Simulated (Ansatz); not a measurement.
B

Input file:

```
crystal:
  lattice:
    - [2.8137383505, 0.0, 0.0]
    - [-1.4068691752, 2.4367688911, 0.0]
    - [0.0, 0.0, 2.7681949079]
  atoms:
    - { symbol: B, position: [0.0, 0.0, 0.0] }
    - { symbol: B, position: [0.3333333333, 0.6666666667, 0.5] }
    - { symbol: B, position: [0.6666666667, 0.3333333333, 0.5] }
hamiltonian:
  xc: pbesol
  pseudopotentials:
    kind: paw
    azcp:
      B: "pseudopotentials/B.paw.azcp"
basis:
  ecutwfc: 420
  fft_grid_basis: typed
kpoints:
  mp_grid: { grid: [14, 14, 13], shift: [0, 0, 0] }
magnetization:
  spin_polarized: false
scf:
  occupations: { method: fermi_dirac, width: 0.1 }
  lower_state_search: "off"
output:
  stress: true
  write_density: true
  write_potential: true
  elf: true
  volumetric_format: npy
```

Run with:

```sh
ansatz run input.yaml --threads 2 --pin off --max-ram 5120MiB --backend cpu --events-out ev --progress --plain --runs-dir out
```

Below, planes, directions and counts refer to the conventional cell (a = 2.81 Å, b = 2.81 Å, c = 2.77 Å, α = 90.00°, β = 90.00°, γ = 120.00°).

Space group P6/mmm; set up as B, omega (AlB2-type); a generated structure, not necessarily the stable one; changed on purpose from its base cell (volume × 0.96); computed pressure about 10 GPa in this cell; computed without spin polarisation.

The calculation used DFT, PBEsol, plane waves (420 eV) with PAW, scalar-relativistic (Ansatz).

In a PAW calculation such maps are meaningful between the atoms, not at the nuclei.

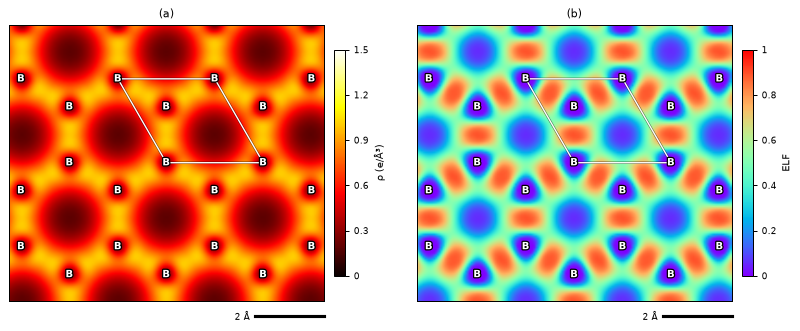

Figure 1. (a) valence charge density (pseudo); (b) electron localisation function on the (001) plane of the conventional cell.

> Interpret the plot.

Atoms in the plane: B. B–B (1.62 Å): ρ at the midpoint is about 0.99 e/Å³; the ELF peaks at about 0.90 between the atoms. Between the atoms the lowest density in this plane is 0.19 e/Å³.

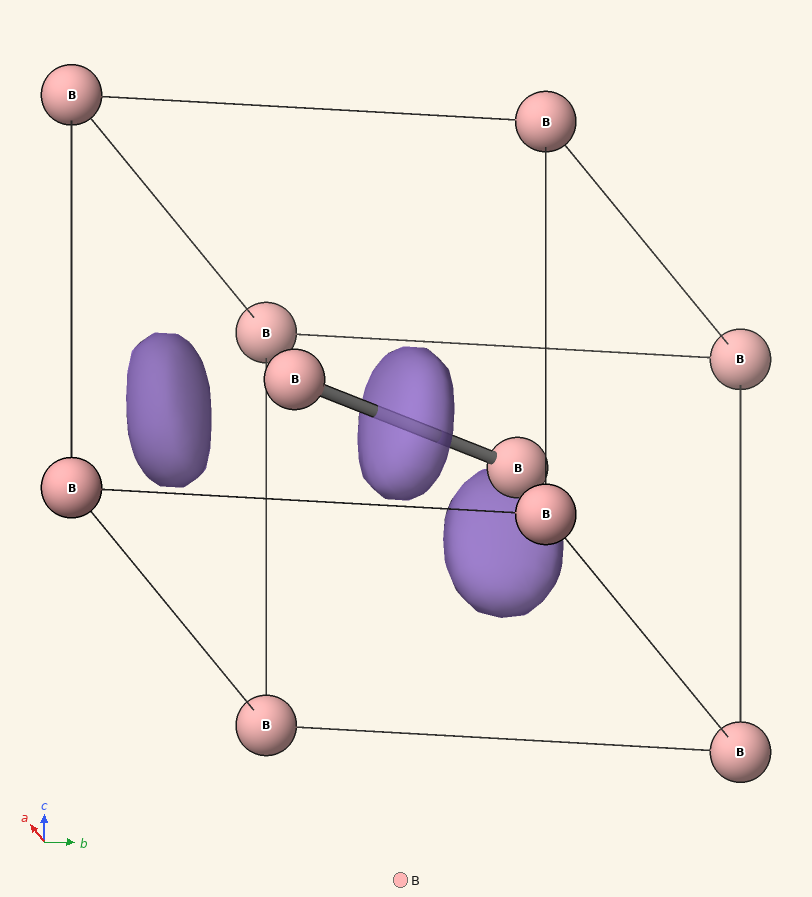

Figure 2. Isosurface of the electron localisation function at 0.8 (purple), seen at an oblique angle. Core shells and regions of very low density are left out. Sticks mark near contacts.

> Where are the electrons localised?

At this value the surface marks out three regions between bonded B–B atoms, counted in one cell of 3 atoms. Any copies at cell faces, edges or corners count once.

> Does the calculation give a band gap?

It is metallic or semimetallic at this level of theory: no gap opens.
